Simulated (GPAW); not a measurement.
BN (P6_3mc): how ε∞ follows the gap

The empty bands of BN (P6_3mc) are shifted up rigidly by Δ, and ε∞ along x is computed for each shift. x, y and z are the Cartesian axes of the input cell.

It takes space group P6_3mc (No. 186, hexagonal). Conventional cell: a = 2.536 Å, b = 2.536 Å, c = 4.199 Å, α = 90.00°, β = 90.00°, γ = 120.00°. Around N on site b lie 4 B at 1.56 to 1.57 Å. Around B on site b lie 4 N at 1.56 to 1.57 Å.

Method: GPAW 26.7.0, LDA, RPA, k-mesh 15×15×7, local fields up to 50 eV, Lorentzian half width 0.15 eV.

Launch of the response step: `OMP_NUM_THREADS=1 python df.py`. The series took 2.1 min in all, its band step included, on 1 thread of Arm Neoverse V1, with other jobs on the host.

| Δ (eV) | ε∞ along x |
| --- | --- |
| 0.00 | 4.519 |
| 0.40 | 4.416 |
| 0.80 | ? |
| 1.20 | 4.226 |
| 1.60 | 4.140 |
| 2.00 | 4.058 |

With one effective transition at E₀ and fixed dipole strength, ε∞ − 1 = A/(E₀ + Δ), so 1/(ε∞ − 1) is linear in Δ.

Working, on the rows shown:

| x = Δ (eV) | y = 1/(ε∞ − 1) |
| --- | --- |
| 0 | 0.284172 |
| 0.4 | 0.29274 |
| 1.2 | 0.309981 |
| 1.6 | 0.318471 |
| 2 | 0.327011 |

Means: x̄ = 1.04, ȳ = 0.30648. Σ(x − x̄)(y − ȳ) = 0.05898, Σ(x − x̄)² = 2.752. Slope = 0.05898 / 2.752 = 0.02143; intercept = ȳ − slope · x̄ = 0.28419. Turned back into ε∞ along x, the line misses the rows shown by at most 0.0008.

Q: Fill in the last column of the withheld row.

A: At x = 0.8 the line gives y = 0.30133, that is 4.319. The run gave 4.318, so the interpolation is off by 0.0006, 0.1 % of the range in the table.

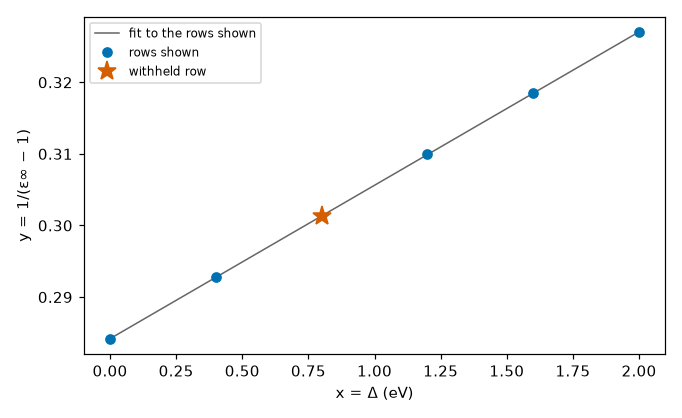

Refitted with all rows, the slope is 0.02143 and the intercept 0.2842. These give E₀ = intercept/slope = 13.3 eV, far above the least direct gap of 8.19 eV: most of the screening comes from transitions well over the edge. Over the first step ε∞ falls by 6 % per eV. The cell comes from an older database entry, whose edges can be off by a per cent or so. Excitons are left out; LDA gaps are as a rule too small. The values come from a sum over the points of one k-mesh and carry its error, which grows as the direct gap shrinks.
